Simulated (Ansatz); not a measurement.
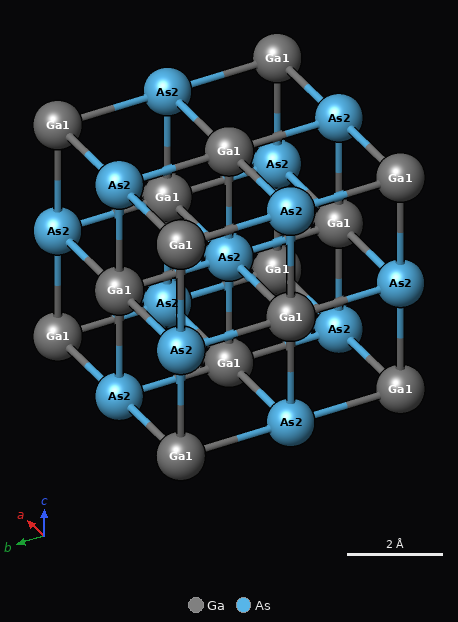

Fig. 1: The structure as given in the input (ball-and-stick view of the cell 4 times as large as that of the calculation, set on its symmetry axes, seen at an oblique angle; atoms are numbered from 1 in the order of the input). An atom can appear more than once, as a periodic image.

## GaAs: a changed input and its effect

System: GaAs (Fm-3m, 2 atoms in the cell).
Method of run 1: DFT PBE0, scalar-relativistic, plane waves, PAW, no spin polarisation (Ansatz 0.2.0).

Text and figures count atoms from 1; the logs count them from 0 in places.

### The input, run 1
```yaml
crystal:
  lattice:
    - [0.0, 2.651250605, 2.651250605]
    - [2.651250605, 0.0, 2.651250605]
    - [2.651250605, 2.651250605, 0.0]
  atoms:
    - { symbol: Ga, position: [0.0, 0.0, 0.0] }
    - { symbol: As, position: [0.5, 0.5, 0.5] }
basis:
  ecutwfc: 420
kpoints:
  mp_grid: { grid: [6, 6, 6] }
hamiltonian:
  xc: pbe0
scf:
  occupations: { method: gaussian, width: 0.05 }
output:
  forces: true
  stress: true
  eigenvalues: true
```

Launched with:
```bash
ansatz run input.yaml --threads 4 --pin off --max-ram 12288MiB --backend cpu --events-out ev --progress --plain --runs-dir out
```

Hardware: 4 threads of AMD EPYC (Zen 5), 32 GiB of memory available, shared host.

### Output, shortened to warnings, some set-up lines, iterations and results (run 1)
```
Warning: output.stress: scf.convergence.dr2_threshold = 1e-7 eV (the SCF's general default) is looser than the 2e-10 eV advised for a printed stress (1e-10 eV for each atom of the cell: 2). What an SCF threshold leaves in a stress goes as its square root, and in the free energy as the threshold itself, and one threshold admits the most on a small cell: of the crystals measured, under no hybrid …
Warning: output.stress: scf.exx.energy_threshold = 1e-6 eV is looser than the 2e-8 eV advised for a stress under a hybrid functional (1e-8 eV for each atom of the cell: 2). Every SCF of the exchange loop can meet its threshold on dr2 while the loop round them stops early: no threshold on dr2 bounds what that leaves in the stress. Set scf.exx.energy_threshold to 2e-8 eV or tighter. The threshold …
Basis set: ecut = 420 eV, 725 PW (Γ), exchange–correlation on 54×54×54 points (8 copies of the dense FFT grid, shifted against one another)
Symmetry: 48 space group operations
k-points: 16 of 216
Initial density: superposition of atomic densities (neutral atoms: chi_scale 0, normalization atom), corrected by the library's trained network
[...]
SCF iter   1: F=—  HF=-8639.188603 eV  |F-HF|=—  |Δ(HF+E_count)|=         —  Δρ=7.32e-4  dr2=1.85e-4  ethr=1.77e-3  ⟨swp⟩=6.1  Hψ=1089  notcnv=0
SCF iter   2: F=—  HF=-8639.188808 eV  |F-HF|=—  |Δ(HF+E_count)|=   2.05e-4  Δρ=3.01e-4  dr2=2.17e-5  ethr=6.60e-7  ⟨swp⟩=4.2  Hψ=865  notcnv=0
SCF iter   3: F=—  HF=-8639.188843 eV  |F-HF|=—  |Δ(HF+E_count)|=   3.51e-5  Δρ=1.28e-4  dr2=3.31e-6  ethr=7.76e-8  ⟨swp⟩=3.6  Hψ=654  notcnv=0
SCF iter   4: F=—  HF=-8639.188851 eV  |F-HF|=—  |Δ(HF+E_count)|=   7.67e-6  Δρ=2.73e-5  dr2=1.21e-7  ethr=4.11e-10  ⟨swp⟩=3.9  Hψ=1277  notcnv=0
SCF iter   5: F=—  HF=-8639.188851 eV  |F-HF|=—  |Δ(HF+E_count)|=   4.37e-7  Δρ=1.21e-5  dr2=2.47e-8  ethr=4.11e-10  ⟨swp⟩=4.0  Hψ=755  notcnv=0
[... 19 lines ...]
SCF iter   6: F=—  HF=-8640.683600 eV  |F-HF|=—  |Δ(HF+E_count)|=   2.19e-8  Δρ=9.44e-6  dr2=8.89e-8  ethr=2.14e-10  ⟨swp⟩=2.2  Hψ=515  notcnv=0
SCF iter   7: F=—  HF=-8640.683600 eV  |F-HF|=—  |Δ(HF+E_count)|=   1.62e-9  Δρ=9.58e-7  dr2=7.48e-8  ethr=4.88e-11  ⟨swp⟩=3.0  Hψ=611  notcnv=0
SCF iter   8: F=—  HF=-8640.683600 eV  |F-HF|=—  |Δ(HF+E_count)|=   3.83e-7  Δρ=8.43e-6  dr2=2.75e-8  ethr=1.00e-12  ⟨swp⟩=5.0  Hψ=1029  notcnv=0
SCF iter   9: F=-8640.683600 eV  HF=-8640.683600 eV  |F-HF|=1.13e-10  |Δ(HF+E_count)|=   9.32e-9  Δρ=1.41e-6  dr2=2.81e-9  ethr=1.00e-12  ⟨swp⟩=4.1  Hψ=743  notcnv=0
SCF 4 converged in 9 iterations: F = -8640.683600 eV  dr2 = 2.81e-9
  Residual-converged pass: ⟨swp⟩=2.0  Hψ=376  notcnv=0  max |occ|·‖R‖ = 2.4e-6 eV (tolerance 2.4e-6 eV)  dr2=2.81e-9  dr2_onsite=1.91e-10  max |Δocc| = 4.6e-13
hybrid outer 3: dexx = +6.587e-6 eV, tail = 2.58e-8 eV, Δε = 8.58e-3 eV (about 1.89e-4 eV left of the loop's levels)
hybrid SCF converged: 3 outer / 18 inner (+7 warm-up), last move |dexx| = 6.59e-6 eV, tail = 2.58e-8 eV
Stability not checked: this state was not tested for a lower state beside it, because the functional holds exact exchange (a hybrid, or Hartree-Fock), whose exchange loop this test does not read (fock_operator; see scf.lower_state_search)
Free energy (F): -8640.683600 eV
Frozen-core exchange: fock
Harris-Foulkes:  -8640.683600 eV  (|F-HF|=1.13e-10)
Internal energy: -8640.682191 eV  (E = F + TS)
E sigma→0 (E₀):  -8640.682895 eV
Entropy (-TS):   -0.001410 eV (-0.705 meV/atom)
Fermi energy:    10.842440 eV
--- Per-component energies (eV) ---
  E_band       = -326.383443
  E_kinetic    = 217.258800
  E_local      = -3327.209228  (includes V_loc(G=0)·N_el)
  E_nonlocal   = -244.734162
  E_hartree    = 1718.827671
  E_xc         = -114.171718
  E_vxc        = -105.929387  (∫ρ·V_xc dr)
  E_exx        = -120.530789  (= α·E_x^exact, valence–valence)
  E_paw        = -3739.521470  (= ΣΔE_a)
  E_vpaw       = -62.363140  (= ΣTr[D̂ρ^β])
  E_aug_tail   = -0.000086  (compensation charges beyond the density's cutoff)
  E_ewald      = -3029.874109
  E_core_change = -0.727099  (= ΣΔE_core)
  E_smearing   = -0.001410  (= −TS)
  E_closure    = -0.000000  (closes the sum)
  Σ components = -8640.683600   (vs F -8640.683600, Δ=0.00e0)
--- Forces (eV/Å), atoms counted from 1 ---
  atom   1  Ga    -0.00000000    -0.00000000     0.00000000
  atom   2  As    -0.00000000    -0.00000000    -0.00000000
  max |Σ_I F_I| component: 2.86e-29 eV/Å
--- Stress (GPa, compression-positive) ---
        0.855435      -0.000000       0.000000
       -0.000000       0.855435       0.000000
       -0.000000       0.000000       0.855435
  P = ⅓ Tr σ = 0.8554 GPa (8.554 kbar)
```

For run 2 the input was changed thus:
```diff
-    - [0.0, 2.651250605, 2.651250605]
-    - [2.651250605, 0.0, 2.651250605]
-    - [2.651250605, 2.651250605, 0.0]
+    - [0.0, 2.62, 2.62]
+    - [2.62, 0.0, 2.62]
+    - [2.62, 2.62, 0.0]
```

Predict how the results change.

With the same functional and potentials, run 2 lies 10.4 meV per atom higher. The pressure goes from 0.86 to 4.35 GPa. The volume per atom goes from 18.64 to 17.98 Å³. The cell is scaled evenly with the atoms at fixed fractional positions, so −ΔP/Δ ln V estimates the bulk modulus midway between the two volumes: about 98 GPa. The number of SCF iterations is the same.

### Output, shortened to warnings, some set-up lines, iterations and results (run 2)
```
Warning: output.stress: scf.convergence.dr2_threshold = 1e-7 eV (the SCF's general default) is looser than the 2e-10 eV advised for a printed stress (1e-10 eV for each atom of the cell: 2). What an SCF threshold leaves in a stress goes as its square root, and in the free energy as the threshold itself, and one threshold admits the most on a small cell: of the crystals measured, under no hybrid …
Warning: output.stress: scf.exx.energy_threshold = 1e-6 eV is looser than the 2e-8 eV advised for a stress under a hybrid functional (1e-8 eV for each atom of the cell: 2). Every SCF of the exchange loop can meet its threshold on dr2 while the loop round them stops early: no threshold on dr2 bounds what that leaves in the stress. Set scf.exx.energy_threshold to 2e-8 eV or tighter. The threshold …
Basis set: ecut = 420 eV, 725 PW (Γ), exchange–correlation on 50×50×50 points (8 copies of the dense FFT grid, shifted against one another)
Symmetry: 48 space group operations
k-points: 16 of 216
Initial density: superposition of atomic densities (neutral atoms: chi_scale 0, normalization atom), corrected by the library's trained network
[...]
SCF iter   1: F=—  HF=-8639.145271 eV  |F-HF|=—  |Δ(HF+E_count)|=         —  Δρ=7.72e-4  dr2=1.51e-4  ethr=1.77e-3  ⟨swp⟩=6.1  Hψ=1097  notcnv=0
SCF iter   2: F=—  HF=-8639.145513 eV  |F-HF|=—  |Δ(HF+E_count)|=   2.42e-4  Δρ=3.07e-4  dr2=1.76e-5  ethr=5.41e-7  ⟨swp⟩=4.1  Hψ=867  notcnv=0  defer=1
SCF iter   3: F=—  HF=-8639.145552 eV  |F-HF|=—  |Δ(HF+E_count)|=   3.95e-5  Δρ=1.44e-4  dr2=3.11e-6  ethr=6.28e-8  ⟨swp⟩=3.6  Hψ=667  notcnv=0
SCF iter   4: F=—  HF=-8639.145561 eV  |F-HF|=—  |Δ(HF+E_count)|=   8.67e-6  Δρ=2.41e-5  dr2=8.41e-8  ethr=2.62e-10  ⟨swp⟩=4.0  Hψ=1379  notcnv=0
SCF iter   5: F=—  HF=-8639.145561 eV  |F-HF|=—  |Δ(HF+E_count)|=   3.25e-7  Δρ=1.08e-5  dr2=2.11e-8  ethr=2.62e-10  ⟨swp⟩=4.0  Hψ=796  notcnv=0
[... 19 lines ...]
SCF iter   6: F=—  HF=-8640.662879 eV  |F-HF|=—  |Δ(HF+E_count)|=   1.38e-7  Δρ=5.29e-6  dr2=2.49e-8  ethr=1.22e-11  ⟨swp⟩=4.2  Hψ=923  notcnv=0
SCF iter   7: F=—  HF=-8640.662879 eV  |F-HF|=—  |Δ(HF+E_count)|=   1.25e-9  Δρ=2.27e-6  dr2=2.13e-8  ethr=1.22e-11  ⟨swp⟩=3.1  Hψ=651  notcnv=0
SCF iter   8: F=—  HF=-8640.662879 eV  |F-HF|=—  |Δ(HF+E_count)|=  3.95e-10  Δρ=1.56e-7  dr2=2.07e-8  ethr=2.44e-12  ⟨swp⟩=3.0  Hψ=595  notcnv=0
SCF iter   9: F=-8640.662879 eV  HF=-8640.662879 eV  |F-HF|=2.24e-9  |Δ(HF+E_count)|=   1.80e-7  Δρ=4.49e-6  dr2=3.45e-9  ethr=1.00e-12  ⟨swp⟩=4.9  Hψ=996  notcnv=0
SCF 4 converged in 9 iterations: F = -8640.662879 eV  dr2 = 3.45e-9
hybrid outer 3: dexx = +6.194e-6 eV, tail = 2.90e-8 eV, Δε = 8.43e-3 eV (about 2.03e-4 eV left of the loop's levels)
hybrid SCF converged: 3 outer / 18 inner (+7 warm-up), last move |dexx| = 6.19e-6 eV, tail = 2.90e-8 eV
Stability not checked: this state was not tested for a lower state beside it, because the functional holds exact exchange (a hybrid, or Hartree-Fock), whose exchange loop this test does not read (fock_operator; see scf.lower_state_search)
Free energy (F): -8640.662879 eV
Frozen-core exchange: fock
Harris-Foulkes:  -8640.662879 eV  (|F-HF|=2.24e-9)
Internal energy: -8640.661469 eV  (E = F + TS)
E sigma→0 (E₀):  -8640.662174 eV
Entropy (-TS):   -0.001410 eV (-0.705 meV/atom)
Fermi energy:    11.410855 eV
--- Per-component energies (eV) ---
  E_band       = -312.020781
  E_kinetic    = 218.413785
  E_local      = -3270.051238  (includes V_loc(G=0)·N_el)
  E_nonlocal   = -244.750186
  E_hartree    = 1697.160269
  E_xc         = -114.649246
  E_vxc        = -106.558966  (∫ρ·V_xc dr)
  E_exx        = -120.661944  (= α·E_x^exact, valence–valence)
  E_paw        = -3739.382140  (= ΣΔE_a)
  E_vpaw       = -62.070915  (= ΣTr[D̂ρ^β])
  E_aug_tail   = -0.000096  (compensation charges beyond the density's cutoff)
  E_ewald      = -3066.013574
  E_core_change = -0.727099  (= ΣΔE_core)
  E_smearing   = -0.001410  (= −TS)
  E_closure    = -0.000000  (closes the sum)
  Σ components = -8640.662879   (vs F -8640.662879, Δ=0.00e0)
--- Forces (eV/Å), atoms counted from 1 ---
  atom   1  Ga    -0.00000000     0.00000000    -0.00000000
  atom   2  As    -0.00000000     0.00000000     0.00000000
  max |Σ_I F_I| component: 3.09e-29 eV/Å
--- Stress (GPa, compression-positive) ---
        4.345397       0.000000       0.000000
        0.000000       4.345397       0.000000
        0.000000       0.000000       4.345397
  P = ⅓ Tr σ = 4.3454 GPa (43.454 kbar)
```

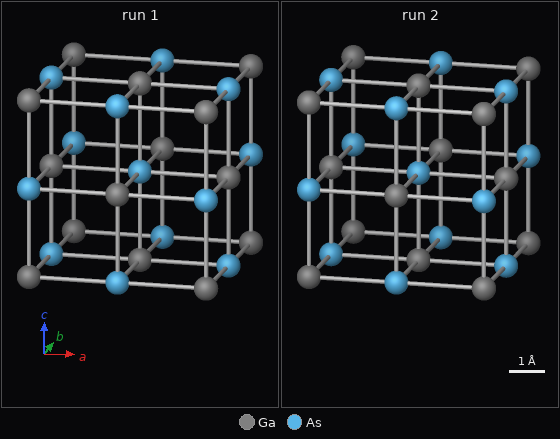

Fig. 2: The two input geometries at one scale (ball-and-stick view of the cell 4 times as large as that of the calculation, set on its symmetry axes, seen slightly off an axis). No atom moves by more than 0.005 Å relative to the cell. Cell: a = b = c 5.303 → 5.240 Å (−1.2 %). Volume −3.5 %. Among the contacts that change: As–Ga 2.651 → 2.620 Å.

### The two runs side by side

```tsv
quantity	run 1	run 2
outcome	converged	converged
free energy per atom (eV)	−4320.3418	−4320.3314
energy per atom, smearing taken to zero (eV)	−4320.3414	−4320.3311
gap on the mesh (eV)	0.00	0.00
pressure (GPa)	0.86	4.35
volume per atom (Å³)	18.64	17.98
largest force (eV/Å)	0.000	0.000
SCF iterations	25	25
irreducible k-points	16	16
plane waves at Γ	725	725
wall time (shared host)	5.8 s	5.7 s
```

For both runs: Warnings: the exchange loop's threshold is looser than advised for the stress; the SCF threshold is looser than advised for the printed stress.
